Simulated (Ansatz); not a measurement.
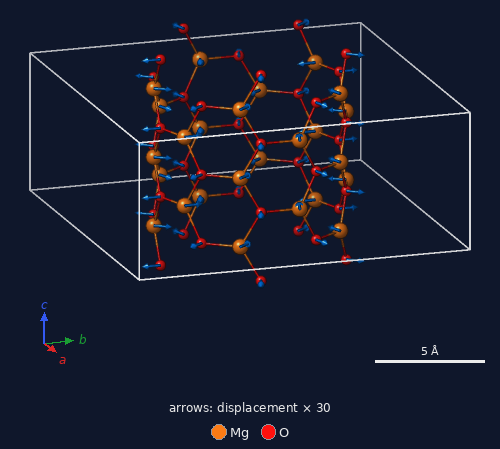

A relaxation of a wire of composition MgO. The starting structure is drawn; blue arrows show the displacements (the part carried along by the change of the cell is left out), 30 times their true length.

The picture is a ball-and-stick view of the 2 repeat of the cell, with the vacuum cut short, seen slightly off an axis.

Case: (5,5) tube.

These are results of DFT PBE, scalar-relativistic, plane waves, PAW in Ansatz 0.2.0, not measurements. Set-up: plane-wave cutoff 420 eV; k-point mesh 1 × 1 × 14; occupations gaussian; smearing width 0.05 eV; no spin polarisation; cell relaxed at fixed a, b, alpha, beta, gamma; force threshold 0.02 eV/Å; at most 45 steps.

> What happened in the run?

The largest moves relative to the centre of the atoms, 0.032 Å, are those of O atoms. By element the largest moves are O 0.032 Å, Mg 0.031 Å. Along the periodic axis the drawn cell goes c 6.603 → 6.645 Å (+0.6 %). Some distances before and after: Mg–O 1.892 → 1.911 Å. After 4 accepted moves (5 points after the start) the energy has fallen by 0.107 eV per cell of the calculation. Largest force component: 0.37 eV/Å at the start, 0.0035 eV/Å at the end. The SCF was repeated once at an unchanged geometry on a basis and grid sized afresh for the cell, which shifted the energy by 5.0 meV per cell of the calculation at most.
